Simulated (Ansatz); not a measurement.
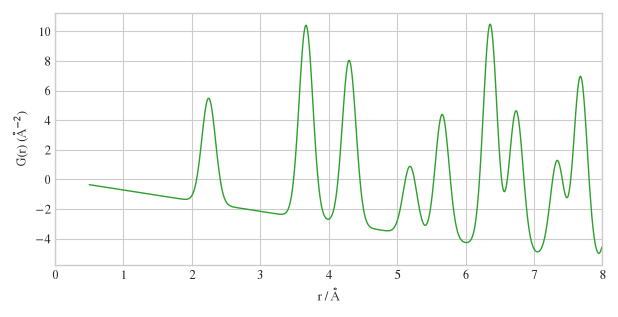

Simulated neutron pair distribution function, G(r) = R(r)/r − 4πρ₀r, summed over the atomic distances of the structure with each pair weighted by the product of the tabulated coherent neutron scattering lengths (natural isotope mix where the element has one); every distance is a Gaussian of σ = 0.10 Å. There is no Q-range truncation.

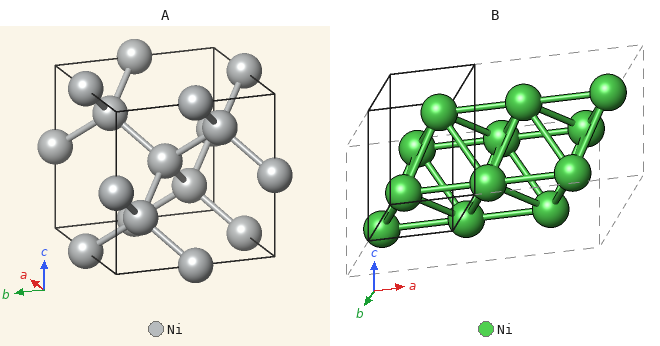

Candidate structures:

A. Ni, a = 5.190 Å, b = 5.190 Å, c = 5.190 Å, α = 90.00°, β = 90.00°, γ = 90.00°, Fd-3m

B. Ni, a = 2.526 Å, b = 2.526 Å, c = 4.156 Å, α = 90.00°, β = 90.00°, γ = 120.00°, P6_3/mmc

Origins: A, the input geometry of an electronic-structure calculation (not necessarily at equilibrium); the starting structure was generated, so it need not be a known form of this composition; B, the end point of a relaxation with DFT, BLYP, plane waves (420 eV) with PAW, scalar-relativistic in Ansatz; the starting structure was generated, so it need not be a known form of this composition.

> From which structure was the curve computed?

Candidate A, Ni, Fd-3m (first clear peaks at 2.25 Å (Ni–Ni) and 3.67 Å (Ni–Ni)). B would give first clear peaks at 2.53 Å (Ni–Ni) and 3.58 Å (Ni–Ni).
